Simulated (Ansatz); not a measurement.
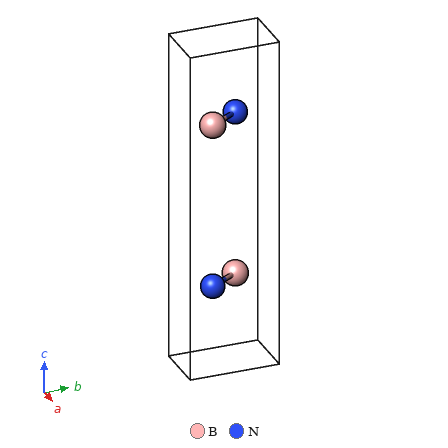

System: a slab cut from BN (slab content B₁₂N₁₂), space group P6_3/mmc (No. 194). The picture shows the bulk cell.

Structure:
```xyz
4
Lattice="2.5043 0.0000 0.0000 -1.2522 2.1688 0.0000 0.0000 0.0000 7.0191" Properties=species:S:1:pos:R:3 pbc="T T T"
B     0.0000    1.4459    1.7548
B     1.2522    0.7229    5.2643
N     0.0000    1.4459    5.2643
N     1.2522    0.7229    1.7548
```

Input of one of the runs behind the figure:
```
crystal:
  lattice:
    - [2.5043488453, 0.0, 0.0]
    - [0.0, 7.0190901465, 0.0]
    - [0.0, 0.0, 26.56709184]
  atoms:
    - { symbol: B, position: [0.0, 0.75, 0.2823041395] }
    - { symbol: "N", position: [0.0, 0.25, 0.2823041395] }
    - { symbol: B, position: [0.5, 0.25, 0.309516122] }
    - { symbol: "N", position: [0.5, 0.75, 0.309516122] }
    - { symbol: B, position: [0.5, 0.75, 0.3639400872] }
    - { symbol: "N", position: [0.5, 0.25, 0.3639400872] }
    - { symbol: B, position: [0.0, 0.25, 0.3911520697] }
    - { symbol: "N", position: [0.0, 0.75, 0.3911520697] }
    - { symbol: B, position: [0.0, 0.75, 0.4455760349] }
    - { symbol: "N", position: [0.0, 0.25, 0.4455760349] }
    - { symbol: B, position: [0.5, 0.25, 0.4727880174] }
    - { symbol: "N", position: [0.5, 0.75, 0.4727880174] }
    - { symbol: B, position: [0.5, 0.75, 0.5272119826] }
    - { symbol: "N", position: [0.5, 0.25, 0.5272119826] }
    - { symbol: B, position: [0.0, 0.25, 0.5544239651] }
    - { symbol: "N", position: [0.0, 0.75, 0.5544239651] }
    - { symbol: B, position: [0.0, 0.75, 0.6088479303] }
    - { symbol: "N", position: [0.0, 0.25, 0.6088479303] }
    - { symbol: B, position: [0.5, 0.25, 0.6360599128] }
    - { symbol: "N", position: [0.5, 0.75, 0.6360599128] }
    - { symbol: B, position: [0.5, 0.75, 0.690483878] }
    - { symbol: "N", position: [0.5, 0.25, 0.690483878] }
    - { symbol: B, position: [0.0, 0.25, 0.7176958605] }
    - { symbol: "N", position: [0.0, 0.75, 0.7176958605] }
basis:
  ecutwfc: 420
kpoints:
  mp_grid: { grid: [11, 4, 1] }
hamiltonian:
  xc: pbesol
scf:
  occupations: { method: gaussian, width: 0.05 }
output:
  forces: true
  eigenvalues: true
  write_density: true
  write_potential: true
  elf: true
  volumetric_format: npy
relax:
  adjacent_minimum: "off"
  f_tol: 0.02
  max_steps: 60
efield:
  axis: 3
  dipole_correction: true
  ramp_width: 0.04
```

Run as:
```bash
ansatz run input.yaml --threads 2 --pin off --max-ram 5120MiB --backend cpu --events-out ev --progress --plain --runs-dir out
```

Calculation (Ansatz 0.2.0): spacing and rumpling of the atomic planes of a slab cut from the relaxed bulk cell along the Miller plane (conventional indices), bottom to top, after all atoms relax, plane waves with PAW datasets, Γ-centred k mesh. Level: PBEsol, no spin polarisation.

- space group in which the indices count: 194
- Miller index h: 1
- Miller index k: 0
- Miller index l: 0
- top plane: BN
- bottom plane: BN
- planes: 12
- surface cell: (1, 1)
- slab thickness as cut: 11.57 Å
- vacuum: 15 Å
- surface area: 17.58 Å²
- surface a: 2.504 Å
- surface b: 7.019 Å
- surface angle: 90 °
- slab atoms: 24
- wave cutoff: 420 eV
- k mesh: 11×4×1
- occupations: Gaussian
- smearing width: 0.05 eV
- boundary: dipole corrected

Predict the spacing change of each pair of planes. The cases: 1–2; 2–3; 3–4; 4–5; 5–6; 6–7; 7–8; 8–9; 9–10; 10–11; 11–12.

The least value, −0.097 Å, is that of 1–2 and 11–12, and the largest, 0.061 Å, that of 2–3 and 10–11.

| pair of planes | spacing change (Å) | spacing to next (Å) |
| --- | --- | --- |
| 1–2 | −0.097 | 0.625 |
| 2–3 | 0.061 | 1.507 |
| 3–4 | −0.027 | 0.696 |
| 4–5 | 0.020 | 1.466 |
| 5–6 | −0.013 | 0.710 |
| 6–7 | 0.013 | 1.459 |
| 7–8 | −0.013 | 0.710 |
| 8–9 | 0.020 | 1.466 |
| 9–10 | −0.027 | 0.696 |
| 10–11 | 0.061 | 1.507 |
| 11–12 | −0.097 | 0.625 |

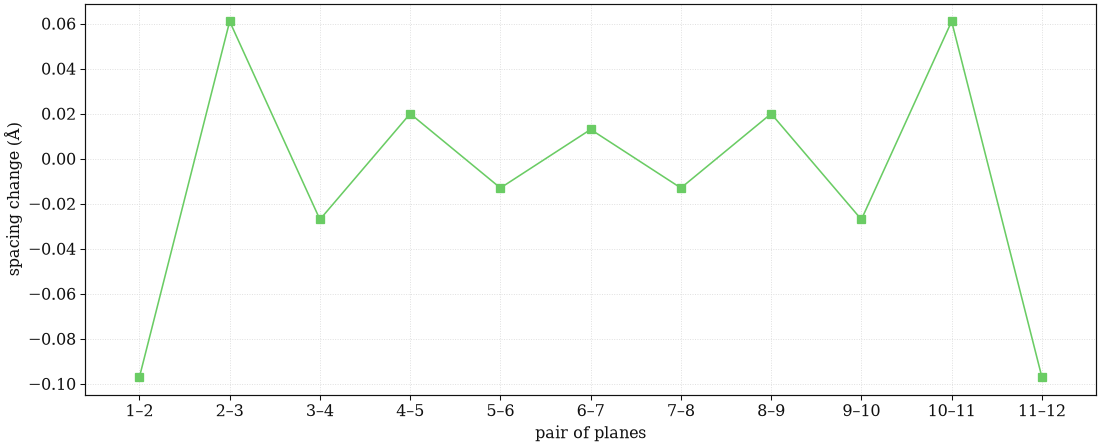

Note: a crossing between the sampled k points may be missed; odd k mesh can miss points on the zone edge; polar or open-shell cut of an insulator, not reconstructed; xc potential rough in thin density.
